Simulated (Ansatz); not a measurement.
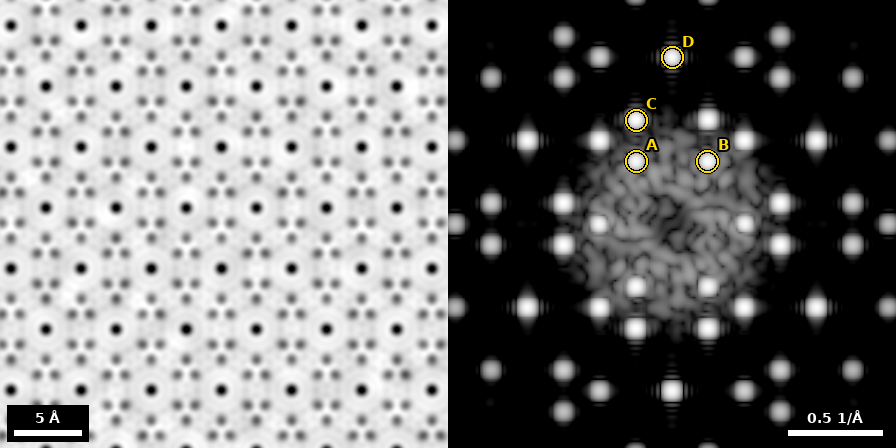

HRTEM-like image of Sn (Pm-3n, No. 223) along [111]. Simulated in the weak-phase-object approximation with neutral-atom potentials: 300 kV, Cs = 20 µm, defocus −75 Å (negative is underfocus), defocus spread 12 Å, aperture 1.36 1/Å. The speckle of an amorphous layer was added. Structure: the input geometry of a calculation; the starting structure was generated, so it need not be a known form of this composition.

The right panel is the modulus of the image's Fourier transform on a logarithmic scale.

a = 6.344 Å, b = 6.344 Å, c = 6.344 Å, α = 90.00°, β = 90.00°, γ = 90.00°

### Index the marked spots and give their plane spacings (the zone axis points at the viewer; indices equivalent by symmetry, or all signs reversed, are as good).

A: (-1 2 -1), d = 2.59 Å; B: (1 1 -2), d = 2.59 Å; C: (-1 3 -2), d = 1.70 Å; D: (0 4 -4), d = 1.12 Å. A and B enclose 60°, and every spot obeys the zone law hu + kv + lw = 0 for [111].
